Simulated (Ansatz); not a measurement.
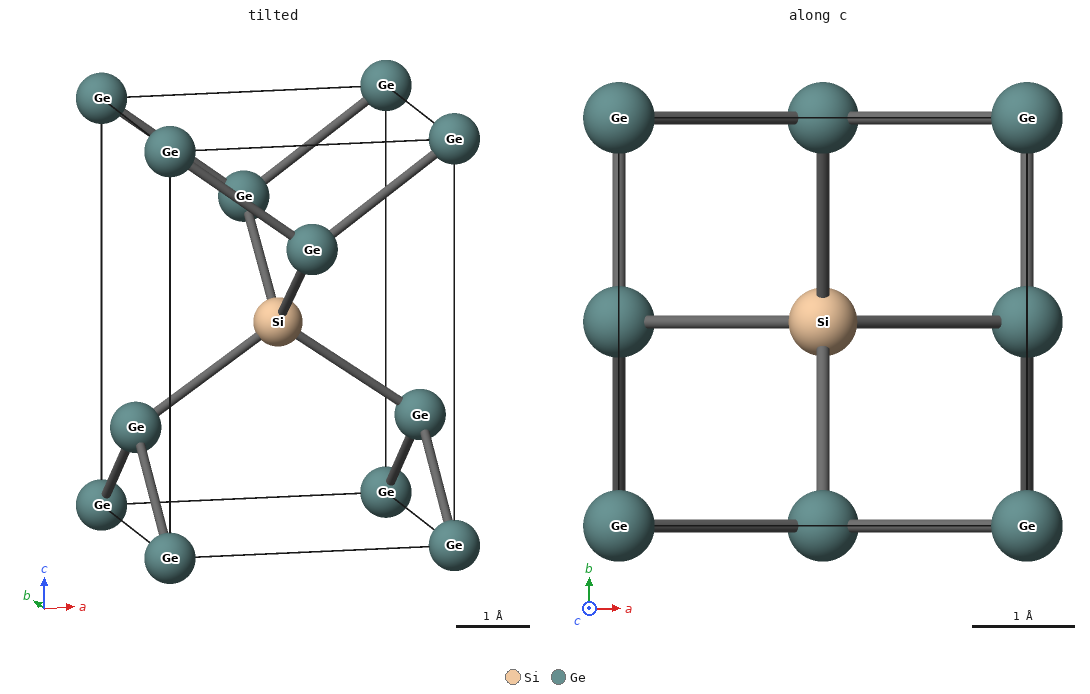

Structure drawing (ball-and-stick), viewed slightly off an axis and along the c axis. Thin lines show the conventional unit cell, with boundary atoms drawn in all their periodic places. Cell: a = 4.01 Å, b = 4.01 Å, c = 5.68 Å, α = 90.00°, β = 90.00°, γ = 90.00°.

The initial geometry was a structure type filled with these elements by a generator (whether the compound takes this form wasn't checked). Earlier steps of the study, as a rule a relaxation of our own, may have changed the cell and positions, so they can lie some per cent off the listed ones. Ansatz was used for an electronic-structure calculation on it.

> Explain the picture.

Formula: SiGe₃. It is primitive tetragonal, space group P-4m2 (No. 115). The cell has 4 atoms, namely 1 Si, 3 Ge. Each Si has four Ge in a tetrahedral arrangement at about 2.4 Å. Ge takes two kinds of site: 1a with four Ge in a tetrahedral arrangement at about 2.5 Å; 2g with two Si and two Ge in a tetrahedral arrangement (about 2.4 Å to Si, 2.5 Å to Ge). The bonds build a three-dimensional framework.

Calculation details: DFT PBE, scalar-relativistic, plane waves, PAW (Ansatz 0.2.0); a 420 eV plane-wave basis, k-points on a 10×10×6 grid, Gaussian smearing of 0.01 eV, no spin polarisation.

> Predict the gap.

A semiconductor at this level, with a gap of 0.16 eV, indirect.

> State the Bader charges by element.

Si +0.21 e; Ge -0.11 to 0.00 e.

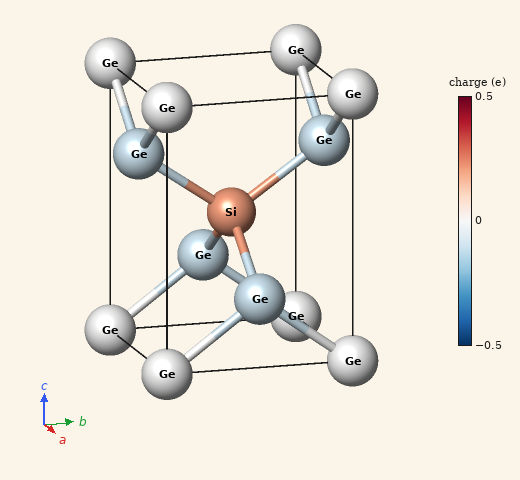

The atoms coloured by those charges. The run's cell of 4 atoms is drawn.

> Are forces and stress small enough to call this relaxed?

Yes. All forces vanish to within 0.01 eV/Å. The pressure is 0.0 GPa, close to zero.
